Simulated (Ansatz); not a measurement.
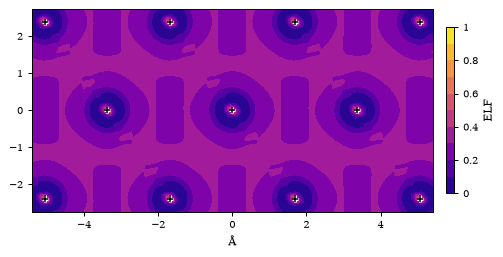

The electron localisation function on a plane through atoms (crosses mark nuclei in the plane).

Level of theory: DFT PBE, scalar-relativistic, plane waves, PAW (Ansatz).

Candidates:
A. CoSi, a = 4.43 Å, b = 4.43 Å, c = 4.43 Å, α = 90.00°, β = 90.00°, γ = 90.00°. Space group P2₁3; computed without spin polarisation.
B. Ga, a = 3.37 Å, b = 3.37 Å, c = 3.37 Å, α = 90.00°, β = 90.00°, γ = 90.00°. Space group Im-3m; a generated structure, not necessarily the stable one; computed without spin polarisation.
C. ZrSe2 (slab), a = 3.80 Å, b = 3.80 Å, c = 32.39 Å, α = 90.00°, β = 90.00°, γ = 120.00°. 

Q: Which system is this?

A: Candidate B: Ga on the (101̄) plane of the conventional cell, which holds Ga. Ga–Ga (2.92 Å): the ELF is about 0.35 at the midpoint.
